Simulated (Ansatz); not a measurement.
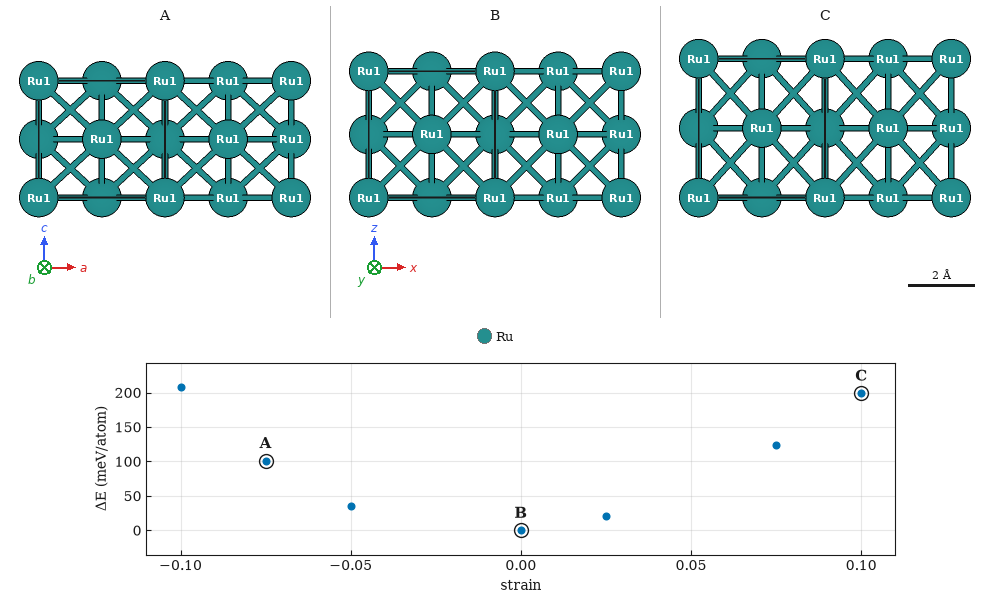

Crystalline Ru (Fm-3m): the cell is strained along z alone, with the atoms kept at their fractional coordinates. x, y and z are the Cartesian axes of the input. The lettered frames are marked on the plot. Style: ball-and-stick. Shown: the conventional cell (4 times the calculation's cell), repeated 2 × 1 × 1 with one cell outlined, along the b axis. Lengths and directions refer to the drawn axes.

All numbers below come from DFT PBE, scalar-relativistic, plane waves, PAW in Ansatz. (plane-wave cutoff 420 eV; k-point mesh 22 × 22 × 22; occupations gaussian; smearing width 0.15 eV; no spin polarisation). Energies (free energies at the smearing named) are counted from the cell as listed in its source, which wasn't relaxed.

Q: Describe the profile.

A: Of the computed points the lowest is at the strain 0.00, 0.0 meV/atom. At the ends of the scan the energy is 208.0 meV/atom (−0.10) and 199.1 meV/atom (0.10). The unrelaxed reference is under a pressure of −4.5 GPa, which tilts the curve. The distortion takes the space group from Fm-3m to I4/mmm. At the strain −0.10 the cell of the drawing goes c 3.830 → 3.447 Å.
